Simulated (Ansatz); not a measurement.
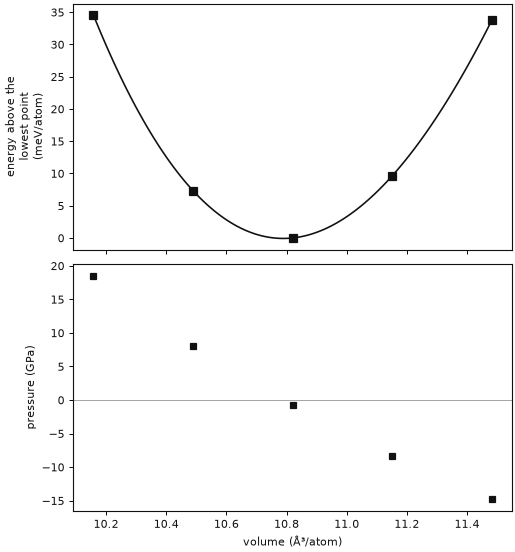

Caption: Energy above the lowest point and pressure against volume for HfO₂, space group Fm-3m (No. 225) (one of a set of cubic test structures, which need not be the stable phase).

A third-order Birch–Murnaghan fit gives V0 = 10.79 Å³/atom, B0 = 271 GPa and B′ = 4.2. The energy above the lowest point is 34.6 meV/atom at volume 10.16 Å³/atom and 33.7 meV/atom at 11.48 Å³/atom; the lowest computed point is at volume 10.82 Å³/atom (0.0 meV/atom), and no other minimum shows. The pressure falls from 18.5 GPa at volume 10.16 Å³/atom to −14.8 GPa at 11.48 Å³/atom, and changes sign near 10.79 Å³/atom.

Computed with Ansatz 0.2.0 development build: equation of state of a cubic crystal from periodic Kohn-Sham density functional theory without spin, third-order Birch-Murnaghan fit to the free energies; pressure corrected for the finite basis. Level: r2SCAN.

```
                setting                   value
         structure type                fluorite
          atoms in cell                       3
     space group number                     225
       lattice centring  face-centred primitive
                 k mesh                12×12×12
      occupation method             Fermi–Dirac
       occupation width                  0.1 eV
            wave cutoff                  500 eV
               datasets              soft-1 PAW
      density tolerance                1e-07 eV
                  bands                      23
   density cutoff ratio                       4
search for lower states                 default
```

Note: cubic model structure, not the ambient form.
